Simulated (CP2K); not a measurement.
# Geometry relaxation of Si (part 3 of 4)

Si (P6₃/mmc, 8 atoms in the cell); DFTB (no charge self-consistency), tables shipped with the program (CP2K 2026.2); 5×5×3 k-mesh. The structure was built on a prototype by a generator. The geometry comes from this level: r2SCAN.

Geometry of the input (Å; fractional positions):
```
3.8402  0.0000  0.0000
-1.9201  3.3257  0.0000
-0.0000  -0.0000  12.6237
Si 0.0000  0.0000  0.0006
Si 0.3333  0.6667  0.2497
Si 0.0000  0.0000  0.5006
Si 0.6667  0.3333  0.7497
Si -0.0000  -0.0000  0.1869
Si 0.3333  0.6667  0.4378
Si -0.0000  -0.0000  0.6869
Si 0.6667  0.3333  0.9378
```

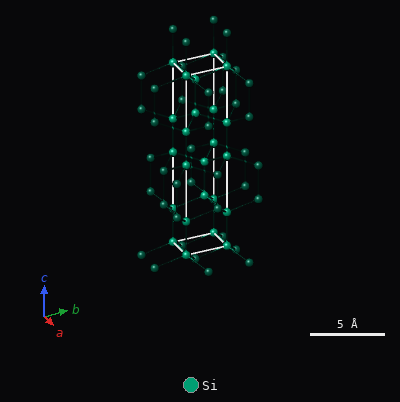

The input geometry (ball-and-stick view of the cell of the calculation, seen slightly off an axis; neighbours outside the cell are drawn fainter).

Log, continued
```
 OPT| **************************************************************************
 OPT| Step number                                                             10
 OPT| Optimization method                                                   BFGS
 OPT| Total energy [hartree]                                      -10.1260791783
 OPT| Internal pressure [bar]                                      43.3363138968
 OPT| Effective energy change [hartree]                            -0.0000311155
 OPT| Predicted energy change [hartree]                            -0.0000182469
 OPT| Scaling factor                                                0.0000000000
 OPT| Step size                                                     0.0122065805
 OPT| Trust radius                                                  0.4724315332
 OPT| Decrease in energy                                                     YES
 OPT| Used time [s]                                                        0.219
 OPT|
 OPT| Maximum step size                                             0.0122065805
 OPT| Convergence limit for maximum step size                       0.0030000000
 OPT| Maximum step size is converged                                          NO
 OPT|
 OPT| RMS step size                                                 0.0031744760
 OPT| Convergence limit for RMS step size                           0.0015000000
 OPT| RMS step size is converged                                              NO
 OPT|
 OPT| Maximum gradient                                              0.0007921051
 OPT| Convergence limit for maximum gradient                        0.0003000000
 OPT| Maximum gradient is converged                                           NO
 OPT|
 OPT| RMS gradient                                                  0.0003712477
 OPT| Convergence limit for RMS gradient                            0.0003000000
 OPT| RMS gradient is converged                                               NO
 OPT|
 OPT| Pressure deviation [bar]                                     43.3363138968
 OPT| Pressure tolerance [bar]                                    300.0000000000
 OPT| Pressure is converged                                                  YES
 OPT| **************************************************************************
 OPT| Estimated peak process memory after this step [MiB]                    179

 --------------------------
 OPTIMIZATION STEP:     11
 --------------------------

 CELL| Volume [angstrom^3]:                                           156.874282
 CELL| Vector a [angstrom]:       3.814     0.000     0.000   |a| =     3.814140
 CELL| Vector b [angstrom]:      -1.920     3.296     0.000   |b| =     3.814227
 CELL| Vector c [angstrom]:       0.000    -0.000    12.480   |c| =    12.480070
 CELL| Angle (b,c), alpha [degree]:                                    90.000000
 CELL| Angle (a,c), beta  [degree]:                                    90.000000
 CELL| Angle (a,b), gamma [degree]:                                   120.227265
 CELL| Numerically orthorhombic:                                              NO
 CELL| Periodicity                                                           XYZ

 Extrapolation method: ASPC

 Number of electrons:                                                         32
 Number of occupied orbitals:                                                 16
 Number of molecular orbitals:                                                30

 Number of orbital functions:                                                 72
 Number of independent orbital functions:                                     72

 Diagonalization                       Time:      0.11            -10.1260859392
  Core Hamiltonian energy:                                    -10.37341397570704
  Repulsive potential energy:                                   0.24732803648914
  Dispersion energy:                                            0.00000000000000
  Electronic entropic energy:                                  -0.00000000000000
  Fermi energy:                                                -0.08371411400778

  Total energy:                                               -10.12608593921791

 ENERGY| Total FORCE_EVAL ( QS ) energy [hartree]            -10.126085939217907

 FORCES| Atomic forces [hartree/bohr]
 FORCES|   Atom     x               y               z               |f|
 FORCES|      1 -1.01370482E-03  5.74463958E-04  5.64989720E-04   1.29492072E-03
 FORCES|      2 -1.03018035E-03  5.83806512E-04 -1.90802742E-04   1.19937787E-03
 FORCES|      3  1.01370482E-03 -5.74463955E-04  5.64989719E-04   1.29492072E-03
 FORCES|      4  1.03018036E-03 -5.83806513E-04 -1.90802744E-04   1.19937788E-03
 FORCES|      5  1.01370482E-03 -5.74463960E-04 -5.64989722E-04   1.29492073E-03
 FORCES|      6 -1.03018035E-03  5.83806507E-04  1.90802746E-04   1.19937787E-03
 FORCES|      7 -1.01370482E-03  5.74463961E-04 -5.64989721E-04   1.29492073E-03
 FORCES|      8  1.03018035E-03 -5.83806511E-04  1.90802744E-04   1.19937787E-03
 FORCES| Sum     1.34441069E-17 -1.74556550E-17 -5.42101086E-18
 FORCES| Total atomic force                                       2.26898934E-17

 STRESS| Analytical stress tensor [bar]
 STRESS|                        x                   y                   z
 STRESS|      x       -3.01254787797E+03   4.55530949355E+03   2.27924851593E-06
 STRESS|      y        4.55530949355E+03   2.22451877920E+03  -8.26820462247E-07
 STRESS|      z        2.27924851593E-06  -8.26820462247E-07  -8.24247574646E+02
 STRESS| 1/3 Trace                                            -5.37425557804E+02
 STRESS| Determinant                                           2.26275031586E+10

 STRESS| Eigenvectors and eigenvalues of the analytical stress tensor [bar]
 STRESS|                        1                   2                   3
 STRESS| Eigenvalues  -5.64830435629E+03  -8.24247574646E+02   4.86027525752E+03
 STRESS|      x           0.865552147254      0.000000000391      0.500818809935
 STRESS|      y          -0.500818809935     -0.000000000313      0.865552147254
 STRESS|      z          -0.000000000495      1.000000000000      0.000000000075

 SPGR STRESS| Symmetrized stress tensor [GPa]
 SPGR STRESS|                        x                   y                   z
 SPGR STRESS|      x       -3.70774556098E-02   1.47051940218E-04  -4.78565419133E-20
 SPGR STRESS|      y        1.47051940218E-04  -3.69083415040E-02   1.29481672220E-19
 SPGR STRESS|      z       -4.78565419133E-20   1.29481672220E-19  -8.24247574646E-02
 SPGR STRESS| 1/3 Trace                                            -5.21368515261E-02
 SPGR STRESS| Determinant                                          -1.12793810652E-04

 SPGR STRESS| Eigenvectors and eigenvalues of the symmetrized stress tensor [GPa]
 SPGR STRESS|                        1                   2                   3
 SPGR STRESS| Eigenvalues  -8.24247574646E-02  -3.71625280600E-02  -3.68232690538E-02
 SPGR STRESS|      x           0.000000000000      0.865586741697      0.500759016493
 SPGR STRESS|      y          -0.000000000000     -0.500759016493      0.865586741697
 SPGR STRESS|      z           1.000000000000     -0.000000000000      0.000000000000

 OPT| **************************************************************************
 OPT| Step number                                                             11
 OPT| Optimization method                                                   BFGS
 OPT| Total energy [hartree]                                      -10.1260859392
 OPT| Internal pressure [bar]                                    -521.3685152612
 OPT| Effective energy change [hartree]                            -0.0000067609
 OPT| Predicted energy change [hartree]                            -0.0000037552
 OPT| Scaling factor                                                0.0000000000
 OPT| Step size                                                     0.0023138317
 OPT| Trust radius                                                  0.4724315332
 OPT| Decrease in energy                                                     YES
 OPT| Used time [s]                                                        0.220
 OPT|
 OPT| Maximum step size                                             0.0023138317
 OPT| Convergence limit for maximum step size                       0.0030000000
 OPT| Maximum step size is converged                                         YES
 OPT|
 OPT| RMS step size                                                 0.0008828077
 OPT| Convergence limit for RMS step size                           0.0015000000
 OPT| RMS step size is converged                                             YES
 OPT|
 OPT| Maximum gradient                                              0.0005714907
 OPT| Convergence limit for maximum gradient                        0.0003000000
 OPT| Maximum gradient is converged                                           NO
 OPT|
 OPT| RMS gradient                                                  0.0002273611
 OPT| Convergence limit for RMS gradient                            0.0003000000
 OPT| RMS gradient is converged                                              YES
 OPT|
 OPT| Pressure deviation [bar]                                   -521.3685152612
 OPT| Pressure tolerance [bar]                                    300.0000000000
 OPT| Pressure is converged                                                   NO
 OPT| **************************************************************************
 OPT| Estimated peak process memory after this step [MiB]                    179

 --------------------------
 OPTIMIZATION STEP:     12
 --------------------------

 CELL| Volume [angstrom^3]:                                           156.874178
 CELL| Vector a [angstrom]:       3.814     0.000     0.000   |a| =     3.814045
 CELL| Vector b [angstrom]:      -1.920     3.296     0.000   |b| =     3.814131
 CELL| Vector c [angstrom]:       0.000    -0.000    12.481   |c| =    12.480793
 CELL| Angle (b,c), alpha [degree]:                                    90.000000
 CELL| Angle (a,c), beta  [degree]:                                    90.000000
 CELL| Angle (a,b), gamma [degree]:                                   120.228086
 CELL| Numerically orthorhombic:                                              NO
 CELL| Periodicity                                                           XYZ

 Extrapolation method: ASPC

 Number of electrons:                                                         32
 Number of occupied orbitals:                                                 16
 Number of molecular orbitals:                                                30

 Number of orbital functions:                                                 72
 Number of independent orbital functions:                                     72

 Diagonalization                       Time:      0.11            -10.1260879156
  Core Hamiltonian energy:                                    -10.37342114403344
  Repulsive potential energy:                                   0.24733322840236
  Dispersion energy:                                            0.00000000000000
  Electronic entropic energy:                                  -0.00000000000000
  Fermi energy:                                                -0.08371762791852

  Total energy:                                               -10.12608791563107

 ENERGY| Total FORCE_EVAL ( QS ) energy [hartree]            -10.126087915631071

 FORCES| Atomic forces [hartree/bohr]
 FORCES|   Atom     x               y               z               |f|
 FORCES|      1 -1.01664295E-03  5.76178654E-04  2.37882295E-04   1.19253206E-03
 FORCES|      2 -1.03322544E-03  5.85582648E-04  2.40982006E-05   1.18787313E-03
 FORCES|      3  1.01664295E-03 -5.76178651E-04  2.37882295E-04   1.19253206E-03
 FORCES|      4  1.03322544E-03 -5.85582646E-04  2.40982052E-05   1.18787313E-03
 FORCES|      5  1.01664295E-03 -5.76178657E-04 -2.37882292E-04   1.19253206E-03
 FORCES|      6 -1.03322544E-03  5.85582642E-04 -2.40982028E-05   1.18787312E-03
 FORCES|      7 -1.01664295E-03  5.76178656E-04 -2.37882297E-04   1.19253206E-03
 FORCES|      8  1.03322544E-03 -5.85582644E-04 -2.40982038E-05   1.18787312E-03
 FORCES| Sum    -1.36609474E-17 -2.86229374E-17 -5.73542949E-17
 FORCES| Total atomic force                                       6.55393712E-17

 STRESS| Analytical stress tensor [bar]
 STRESS|                        x                   y                   z
 STRESS|      x       -3.01752385271E+03   4.57034315803E+03  -6.27050008910E-07
 STRESS|      y        4.57034315803E+03   2.23753056756E+03   3.74228886509E-07
 STRESS|      z       -6.27050008910E-07   3.74228886509E-07  -8.06656232541E+02
 STRESS| 1/3 Trace                                            -5.28883172562E+02
 STRESS| Determinant                                           2.22958479448E+10

 STRESS| Eigenvectors and eigenvalues of the analytical stress tensor [bar]
 STRESS|                        1                   2                   3
 STRESS| Eigenvalues  -5.66180238844E+03  -8.06656232541E+02   4.88180910329E+03
 STRESS|      x           0.865566645197     -0.000000000131      0.500793752679
 STRESS|      y          -0.500793752679      0.000000000074      0.865566645197
 STRESS|      z           0.000000000150      1.000000000000      0.000000000002

 SPGR STRESS| Symmetrized stress tensor [GPa]
 SPGR STRESS|                        x                   y                   z
 SPGR STRESS|      x       -3.66582463583E-02   1.45908768653E-04  -4.66001015621E-20
 SPGR STRESS|      y        1.45908768653E-04  -3.64904246638E-02   1.26769946880E-19
 SPGR STRESS|      z       -4.66001015621E-20   1.26769946880E-19  -8.06656232541E-02
 SPGR STRESS| 1/3 Trace                                            -5.12714314254E-02
 SPGR STRESS| Determinant                                          -1.07902668414E-04

 SPGR STRESS| Eigenvectors and eigenvalues of the symmetrized stress tensor [GPa]
 SPGR STRESS|                        1                   2                   3
 SPGR STRESS| Eigenvalues  -8.06656232541E-02  -3.67426518770E-02  -3.64060191451E-02
 SPGR STRESS|      x           0.000000000000      0.865601100588      0.500734195618
 SPGR STRESS|      y          -0.000000000000     -0.500734195618      0.865601100588
 SPGR STRESS|      z           1.000000000000     -0.000000000000      0.000000000000

 OPT| **************************************************************************
 OPT| Step number                                                             12
 OPT| Optimization method                                                   BFGS
 OPT| Total energy [hartree]                                      -10.1260879156
 OPT| Internal pressure [bar]                                    -512.7143142538
 OPT| Effective energy change [hartree]                            -0.0000019764
 OPT| Predicted energy change [hartree]                            -0.0000017953
 OPT| Scaling factor                                                0.0000000000
 OPT| Step size                                                     0.0013658126
 OPT| Trust radius                                                  0.4724315332
 OPT| Decrease in energy                                                     YES
 OPT| Used time [s]                                                        0.220
 OPT|
 OPT| Maximum step size                                             0.0013658126
 OPT| Convergence limit for maximum step size                       0.0030000000
 OPT| Maximum step size is converged                                         YES
 OPT|
 OPT| RMS step size                                                 0.0006311568
 OPT| Convergence limit for RMS step size                           0.0015000000
 OPT| RMS step size is converged                                             YES
 OPT|
 OPT| Maximum gradient                                              0.0002406055
 OPT| Convergence limit for maximum gradient                        0.0003000000
 OPT| Maximum gradient is converged                                          YES
 OPT|
 OPT| RMS gradient                                                  0.0001043834
 OPT| Convergence limit for RMS gradient                            0.0003000000
 OPT| RMS gradient is converged                                              YES
 OPT|
 OPT| Pressure deviation [bar]                                   -512.7143142538
 OPT| Pressure tolerance [bar]                                    300.0000000000
 OPT| Pressure is converged                                                   NO
 OPT| **************************************************************************
 OPT| Estimated peak process memory after this step [MiB]                    179

 --------------------------
 OPTIMIZATION STEP:     13
 --------------------------

 CELL| Volume [angstrom^3]:                                           156.839249
 CELL| Vector a [angstrom]:       3.814     0.000     0.000   |a| =     3.813775
 CELL| Vector b [angstrom]:      -1.920     3.295     0.000   |b| =     3.813862
 CELL| Vector c [angstrom]:       0.000    -0.000    12.480   |c| =    12.480077
 CELL| Angle (b,c), alpha [degree]:                                    90.000000
 CELL| Angle (a,c), beta  [degree]:                                    90.000000
 CELL| Angle (a,b), gamma [degree]:                                   120.230446
 CELL| Numerically orthorhombic:                                              NO
 CELL| Periodicity                                                           XYZ

 Extrapolation method: ASPC

 Number of electrons:                                                         32
 Number of occupied orbitals:                                                 16
 Number of molecular orbitals:                                                30

 Number of orbital functions:                                                 72
 Number of independent orbital functions:                                     72

 Diagonalization                       Time:      0.11            -10.1260876518
  Core Hamiltonian energy:                                    -10.37357079626141
  Repulsive potential energy:                                   0.24748314449424
  Dispersion energy:                                            0.00000000000000
  Electronic entropic energy:                                  -0.00000000000000
  Fermi energy:                                                -0.08365943135074

  Total energy:                                               -10.12608765176717

 ENERGY| Total FORCE_EVAL ( QS ) energy [hartree]            -10.126087651767172
```
